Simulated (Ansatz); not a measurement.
**Run report: Ta₂Si, geometry relaxation (part 1 of 2)**

System: Ta₂Si (I4/mcm, 6 atoms in the cell).
Method: DFT PBEsol, scalar-relativistic, plane waves, PAW, no spin polarisation (Ansatz 0.2.0).

The structure derives from a Materials Project entry. Figures and captions count atoms from 1; the log counts them from 0 in places.

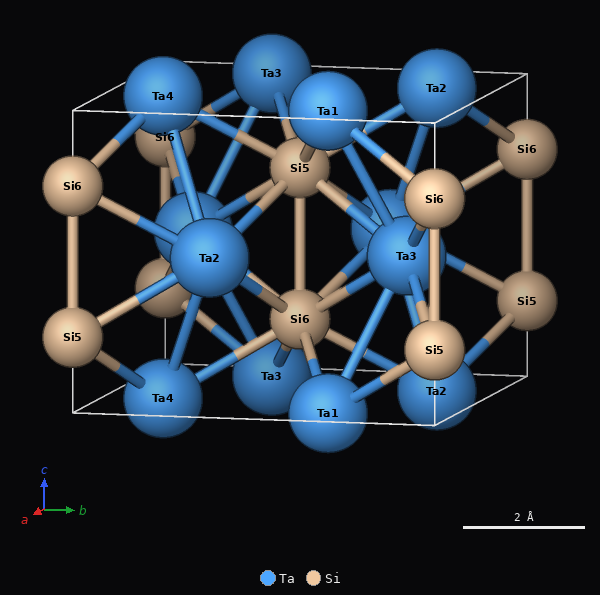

The input geometry (ball-and-stick view of the cell 2 times as large as that of the calculation, set on its symmetry axes, seen slightly off an axis; atoms are numbered from 1 in the order of the input). An atom can appear more than once, as a periodic image.

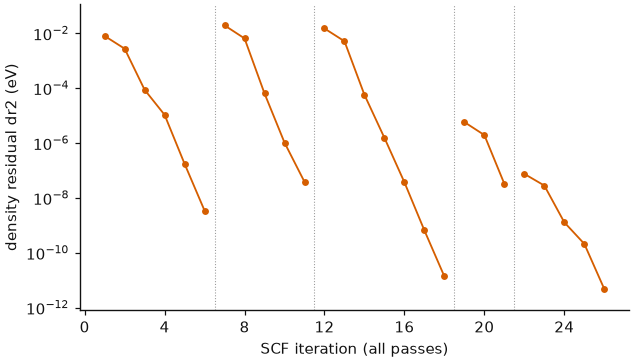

Convergence of the self-consistent field: density residual dr2 against the SCF iteration. The dotted lines part the SCF passes of the relaxation: geometry steps, rejected trials and re-solves on a re-selected basis. The 5 passes take 3 to 7 iterations each, 26 in all.

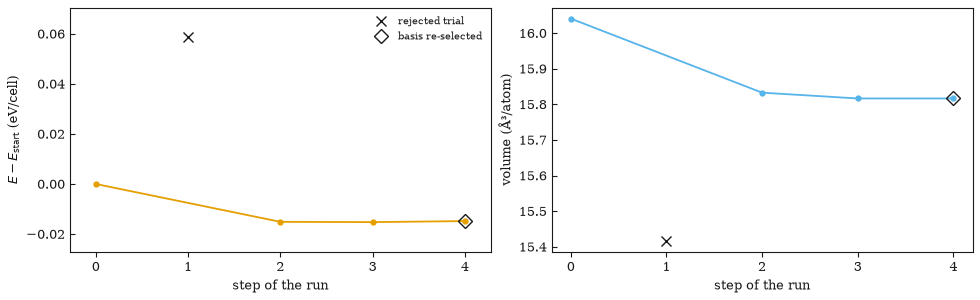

Progress of the relaxation, step by step (the first geometry is step 0 here and step 1 in the log).

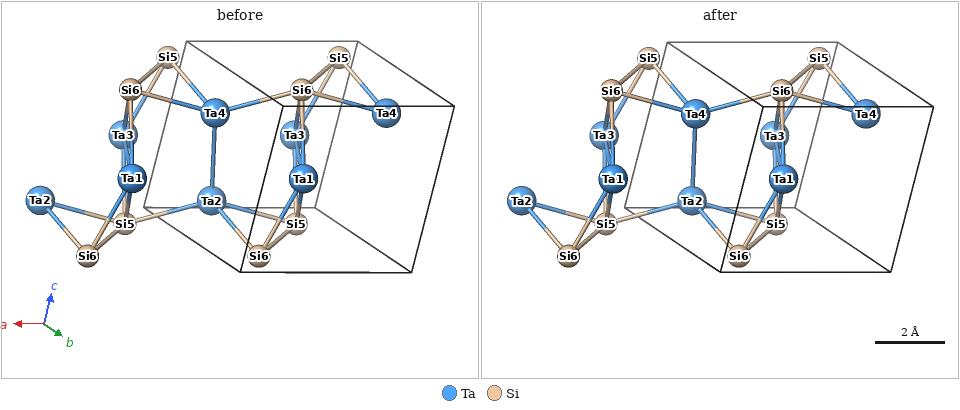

Before (left) and after (right) the relaxation, at one scale (ball-and-stick view of the cell of the calculation, repeated 2 × 1 × 1, seen at an oblique angle). Over 3 geometry steps the energy falls by 15.2 meV per cell of the calculation. Largest force component: 0.043 eV/Å at the start, 0.0011 eV/Å at the end. The pressure goes from −3.11 to −0.01 GPa. The line search rejected the trial step at point 1 (counted from 0) and went back. The largest moves relative to the cell, 0.005 Å, are those of Ta1, Ta2, Ta3 and Ta4. Si stays in place. The volume changes by −1.4 %, with a = b = c 5.044 → 5.018 Å (−0.5 %), α 104.5° → 104.6°, β 104.5° → 104.6°, γ 120.0° → 119.7°. Among the contacts that change: Ta1–Ta3 2.857 → 2.830 Å, Ta1–Si5 2.632 → 2.620 Å. The space group stays I4/mcm (No. 140). A last SCF at the same geometry on a re-selected plane-wave basis shifts the energy by +0.4 meV per cell of the calculation. (Atoms are counted from 1 in the order of the input.)

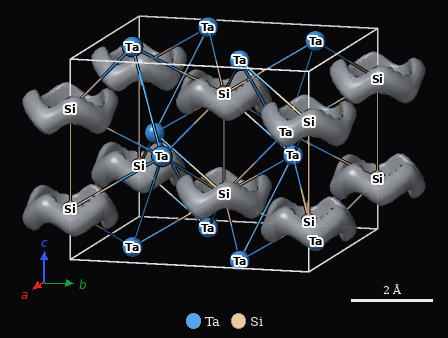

Isosurface of the ELF at 0.7 (grey), seen slightly off an axis. Only the valence region is drawn (cores and ρ < 0.01 e/Å³ removed). Sticks mark near contacts. The outline is the cell set on symmetry axes. Values along the shortest contacts: Si–Si (2.52 Å): the ELF peaks at about 0.65 between the atoms. Ta–Si (2.62 Å): the ELF is about 0.30 at the midpoint. Core electrons are frozen (PAW), so the fields are smoothed inside the atomic spheres.

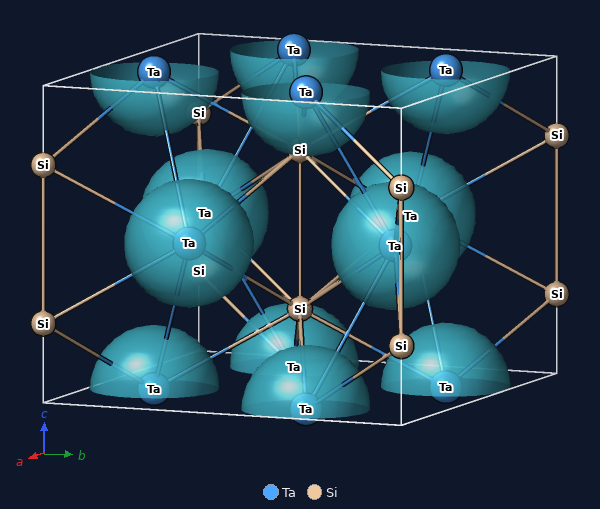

Isosurface of the valence pseudo-density at 0.6 e/Å³ (cyan), seen slightly off an axis. Sticks mark near contacts. The outline is the cell set on symmetry axes. At this value the density breaks into separate islands; it holds about 60 % of the electrons treated as valence (semicore included). It is pinched off along the Si–Si (2.52 Å), Ta–Si (2.62 Å), Ta–Ta (2.83 Å) and Ta–Ta (2.94 Å) contacts. On the grid the lowest density along these lines, outside the cores, is 0.39 e/Å³ (Si–Si, 2.52 Å), 0.36 e/Å³ (Ta–Si, 2.62 Å), 0.32 e/Å³ (Ta–Ta, 2.83 Å) and 0.3 e/Å³ (Ta–Ta, 2.94 Å).

These pictures come from the run below.

## Input file
```yaml
crystal:
  lattice:
    - [-3.0877629443, 3.0877629443, 2.5236412193]
    - [3.0877629443, -3.0877629443, 2.5236412193]
    - [3.0877629443, 3.0877629443, -2.5236412193]
  atoms:
    - { symbol: Ta, position: [0.66359321, 0.83640679, 0.5] }
    - { symbol: Ta, position: [0.83640679, 0.33640679, 0.17281358] }
    - { symbol: Ta, position: [0.33640679, 0.16359321, 0.5] }
    - { symbol: Ta, position: [0.16359321, 0.66359321, 0.82718642] }
    - { symbol: Si, position: [0.25, 0.25, 0.0] }
    - { symbol: Si, position: [0.75, 0.75, 0.0] }
basis:
  ecutwfc: 420
kpoints:
  mp_grid: { grid: [10, 10, 10] }
hamiltonian:
  xc: pbesol
scf:
  occupations: { method: gaussian, width: 0.1 }
output:
  forces: true
  stress: true
  eigenvalues: true
  write_density: true
  write_potential: true
  elf: true
  volumetric_format: npy
relax:
  adjacent_minimum: "off"
  f_tol: 0.005
  max_steps: 80
  cell: { stress_tol: 0.05 }
```

Run as:
```bash
ansatz run input.yaml --threads 2 --pin off --max-ram 5120MiB --backend cpu --events-out ev --progress --plain --runs-dir out
```

## What the program printed
```
Engine: ansatz 0.2.0, x86_64-unknown-linux-gnu
Pseudopotentials: kind: paw
Pseudopotential: Ta, paw, valence charge 13, recommended cutoff 420 eV (normal), Ta.paw.azcp
Pseudopotential: Si, paw, valence charge 4, recommended cutoff 420 eV (normal), Si.paw.azcp
Functional definition: PBEsol
  exchange = pbesol_x
  correlation = pbesol_c
Crystal: 6 atoms, lattice volume = 96.244 Å³
Basis set: ecut = 420 eV, 1945 PW (Γ), exchange–correlation on 72×72×72 points (8 copies of the dense FFT grid, shifted against one another)
Bands: 36, of which v1, the nominal top of the filled ones, is band 30 counted from 1 (29 counted from 0)
Symmetry: 16 space group operations
Space group: I4/mcm (ITA 140), of the structure as read, at distance tolerance 4.6e-5 Å
k-points: 102 of 1000
Non-local potential: Ta, projectors of the file, l = 0: 3, l = 1: 2, l = 2: 2, l = 3: 1
Non-local potential: Si, projectors of the file, l = 0: 2, l = 1: 2, l = 2: 2
PAW form: soft (Blöchl's): semilocal exchange-correlation on the pseudo side does not see the compensation charge
PAW frozen core: Ta, regenerated for the run's functional, and the local potential with it (the file was generated under x = pbe(κ = 0.804, μ = 0.2195149727645171), c = pbe(β = 0.06672455060314922))
PAW frozen core: Si, regenerated for the run's functional, and the local potential with it (the file was generated under x = pbe(κ = 0.804, μ = 0.2195149727645171), c = pbe(β = 0.06672455060314922))
PAW one-centre angular grid: Ta, 590 points (default); XC on 64 Gauss nodes
PAW one-centre angular grid: Si, 110 points (default); XC on 64 Gauss nodes
Initial density: superposition of atomic densities (neutral atoms: chi_scale 0, normalization atom), corrected by the library's trained network
Initial wavefunctions: pseudopotential atomic-orbital guess
Functional: x = pbesol(κ = 0.804, μ = 0.12345679012345678), c = pbesol(β = 0.046)
SCF iter   1: F=—  HF=-40472.615046 eV  |F-HF|=—  |Δ(HF+E_count)|=         —  Δρ=3.45e-3  dr2=8.05e-3  ethr=1.77e-3  ⟨swp⟩=5.6  Hψ=15482  notcnv=0
preconditioner: auto → Kerker (q_TF=auto, 2.522 Å⁻¹)  [metal: Δε(μ)=0.017 eV  Ē_g=5.434 eV  σ=0.100 eV  W_gap=0.09  n_scr=18 (ndim 8)  ℏωp=20.0 eV  f_vac=0.000  D(μ)=3.14/eV (n_scr^D=16)]
SCF iter   2: F=—  HF=-40472.614045 eV  |F-HF|=—  |Δ(HF+E_count)|=   1.00e-3  Δρ=2.08e-3  dr2=2.77e-3  ethr=1.34e-5  ⟨swp⟩=2.2  Hψ=6263  notcnv=0  defer=1
SCF iter   3: F=—  HF=-40472.613667 eV  |F-HF|=—  |Δ(HF+E_count)|=   3.79e-4  Δρ=2.52e-4  dr2=8.78e-5  ethr=4.61e-6  ⟨swp⟩=2.0  Hψ=4980  notcnv=0  defer=1
SCF iter   4: F=—  HF=-40472.613653 eV  |F-HF|=—  |Δ(HF+E_count)|=   1.36e-5  Δρ=9.58e-5  dr2=1.07e-5  ethr=1.46e-7  ⟨swp⟩=2.0  Hψ=4892  notcnv=0  defer=1
SCF iter   5: F=—  HF=-40472.613651 eV  |F-HF|=—  |Δ(HF+E_count)|=   2.39e-6  Δρ=1.20e-5  dr2=1.75e-7  ethr=1.78e-8  ⟨swp⟩=2.0  Hψ=5015  notcnv=0  defer=1
SCF iter   6: F=-40472.613651 eV  HF=-40472.613651 eV  |F-HF|=1.29e-9  |Δ(HF+E_count)|=   2.87e-8  Δρ=2.02e-6  dr2=3.44e-9  ethr=1.67e-10  ⟨swp⟩=12.8  Hψ=25445  notcnv=0
SCF 1 converged in 6 iterations: F = -40472.613651 eV  dr2 = 3.44e-9
  greatest PAW one-centre occupation: 1.000 electrons in one spin orbital (limit 2), on the Ta atom at site 3 (counted from 0), in its partial waves of l = 0
relax step   1: F+E_penalty+E_count = -40472.61365072 eV  Δ(F+E_penalty+E_count) = +0.000e0 eV  max|allowed force component| = 4.257e-2 eV/Å  Δτ_max = 0.0000 Å  P = -3.107 GPa  Ω = 96.244 Å³  (6 SCF iters, dr2 threshold 1.00e-7 eV, accepted)
Crystal: 6 atoms, lattice volume = 92.504 Å³
Basis set: ecut = 420 eV, 1833 PW (Γ), exchange–correlation on 72×72×72 points (8 copies of the dense FFT grid, shifted against one another)
Initial density: handed on by an earlier stage of this run
Initial wavefunctions: those handed on with the density
iter 1 solved again at ethr=3.10e-5 eV; its pass at ethr=3.10e-3 eV (dr2=1.86e-2 eV) is discarded
SCF iter   1: F=—  HF=-40472.559727 eV  |F-HF|=—  |Δ(HF+E_count)|=         —  Δρ=4.46e-3  dr2=1.96e-2  ethr=3.10e-5  ⟨swp⟩=1.1  Hψ=19442  notcnv=0
preconditioner: auto → Kerker (q_TF=auto, 2.538 Å⁻¹)  [metal: Δε(μ)=0.009 eV  Ē_g=5.574 eV  σ=0.100 eV  W_gap=0.05  n_scr=18 (ndim 8)  ℏωp=20.4 eV  f_vac=0.000  D(μ)=3.47/eV (n_scr^D=18)]
SCF iter   2: F=—  HF=-40472.556641 eV  |F-HF|=—  |Δ(HF+E_count)|=   3.09e-3  Δρ=2.52e-3  dr2=6.56e-3  ethr=3.10e-5  ⟨swp⟩=1.0  Hψ=3672  notcnv=0
SCF iter   3: F=—  HF=-40472.554978 eV  |F-HF|=—  |Δ(HF+E_count)|=   1.66e-3  Δρ=2.66e-4  dr2=6.43e-5  ethr=1.09e-5  ⟨swp⟩=2.0  Hψ=4659  notcnv=0
SCF iter   4: F=—  HF=-40472.554969 eV  |F-HF|=—  |Δ(HF+E_count)|=   9.41e-6  Δρ=3.54e-5  dr2=1.04e-6  ethr=1.07e-7  ⟨swp⟩=2.3  Hψ=5710  notcnv=0
SCF iter   5: F=-40472.554969 eV  HF=-40472.554969 eV  |F-HF|=1.32e-8  |Δ(HF+E_count)|=   9.26e-8  Δρ=7.03e-6  dr2=3.85e-8  ethr=1.00e-9  ⟨swp⟩=11.3  Hψ=27525  notcnv=0
SCF 2 converged in 5 iterations: F = -40472.554969 eV  dr2 = 3.85e-8
relax step   2: F+E_penalty+E_count = -40472.55496861 eV  Δ(F+E_penalty+E_count) = +5.868e-2 eV  max|allowed force component| = 3.835e-1 eV/Å  Δτ_max = 0.0335 Å  P = +5.944 GPa  Ω = 92.504 Å³  energy of the carried Pulay correction = +1.247e-3 eV  (5 SCF iters, dr2 threshold 6.00e-7 eV, rejected (line search))
Crystal: 6 atoms, lattice volume = 94.997 Å³
Basis set: ecut = 420 eV, 1881 PW (Γ), exchange–correlation on 72×72×72 points (8 copies of the dense FFT grid, shifted against one another)
iter 1 solved again at ethr=2.62e-5 eV; its pass at ethr=3.10e-3 eV (dr2=1.57e-2 eV) is discarded
SCF iter   1: F=—  HF=-40472.632421 eV  |F-HF|=—  |Δ(HF+E_count)|=         —  Δρ=3.61e-3  dr2=1.51e-2  ethr=2.62e-5  ⟨swp⟩=1.1  Hψ=19139  notcnv=0
preconditioner: auto → Kerker (q_TF=auto, 2.527 Å⁻¹)  [metal: Δε(μ)=0.014 eV  Ē_g=5.492 eV  σ=0.100 eV  W_gap=0.08  n_scr=18 (ndim 8)  ℏωp=20.2 eV  f_vac=0.000  D(μ)=3.16/eV (n_scr^D=16)]
SCF iter   2: F=—  HF=-40472.630102 eV  |F-HF|=—  |Δ(HF+E_count)|=   2.32e-3  Δρ=2.06e-3  dr2=5.17e-3  ethr=2.51e-5  ⟨swp⟩=1.0  Hψ=3674  notcnv=0
SCF iter   3: F=—  HF=-40472.628783 eV  |F-HF|=—  |Δ(HF+E_count)|=   1.32e-3  Δρ=2.26e-4  dr2=5.73e-5  ethr=8.62e-6  ⟨swp⟩=2.0  Hψ=4679  notcnv=0
SCF iter   4: F=—  HF=-40472.628774 eV  |F-HF|=—  |Δ(HF+E_count)|=   8.48e-6  Δρ=4.09e-5  dr2=1.55e-6  ethr=9.54e-8  ⟨swp⟩=2.1  Hψ=5224  notcnv=0
SCF iter   5: F=—  HF=-40472.628774 eV  |F-HF|=—  |Δ(HF+E_count)|=   1.89e-7  Δρ=6.74e-6  dr2=3.71e-8  ethr=2.59e-9  ⟨swp⟩=2.0  Hψ=5180  notcnv=0
SCF iter   6: F=—  HF=-40472.628774 eV  |F-HF|=—  |Δ(HF+E_count)|=   6.61e-9  Δρ=1.03e-6  dr2=6.52e-10  ethr=6.18e-11  ⟨swp⟩=2.2  Hψ=5496  notcnv=0
SCF iter   7: F=-40472.628774 eV  HF=-40472.628774 eV  |F-HF|=2.18e-11  |Δ(HF+E_count)|=  5.09e-11  Δρ=1.43e-7  dr2=1.37e-11  ethr=1.00e-12  ⟨swp⟩=7.5  Hψ=19527  notcnv=0
SCF 3 converged in 7 iterations: F = -40472.628774 eV  dr2 = 1.37e-11
  greatest PAW one-centre occupation: 1.000 electrons in one spin orbital (limit 2), on the Ta atom at site 2 (counted from 0), in its partial waves of l = 0
```
